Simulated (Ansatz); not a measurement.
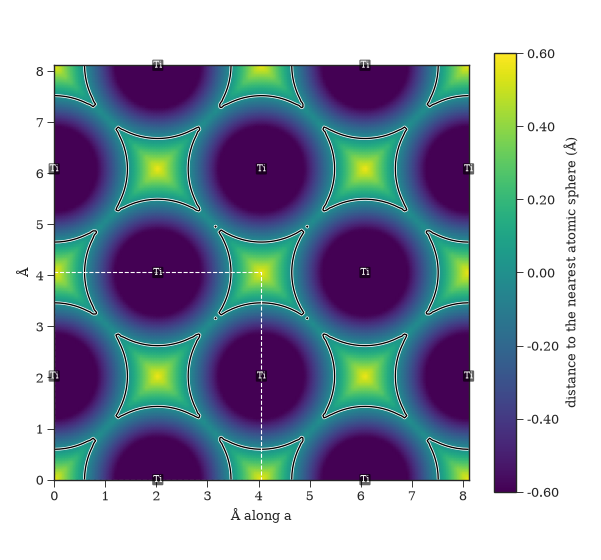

Map of the distance to the nearest atomic sphere in Ti in space group Fm-3m, computed on the section z = 0.500 (parallel to a and b; the dashed line is one cell). The black line marks the spheres' surfaces; positive values are empty space; unlabelled circles belong to atoms above or below the section.

The atoms' radii are touching radii (half the shortest distance): Ti 1.43 Å.

The cell is taken from coordinates from a relaxation with Ansatz, DFT PBEsol, scalar-relativistic, plane waves, PAW.

```xyz
4
Lattice="4.0558 0.0000 0.0000 0.0000 4.0558 0.0000 0.0000 0.0000 4.0558" Properties=species:S:1:pos:R:3 pbc="T T T"
Ti    0.0000    0.0000    0.0000
Ti    0.0000    2.0279    2.0279
Ti    2.0279    0.0000    2.0279
Ti    2.0279    2.0279    0.0000
```

Where is the largest hole in this section, and how large is it?

Answer. At 0.000, 0.000, 0.500 (fractional), where the distance reaches 0.59 Å; it is enclosed by 6 Ti in an octahedral arrangement. It is the largest hole of the crystal.

How much of the crystal lies outside the spheres?

Answer. About 26 % of the cell's volume, and 21 % of this section's area.

What can pass through?

Answer. The largest sphere that fits anywhere has a diameter of 1.19 Å; the largest that can travel through the crystal, about 0.4 Å.
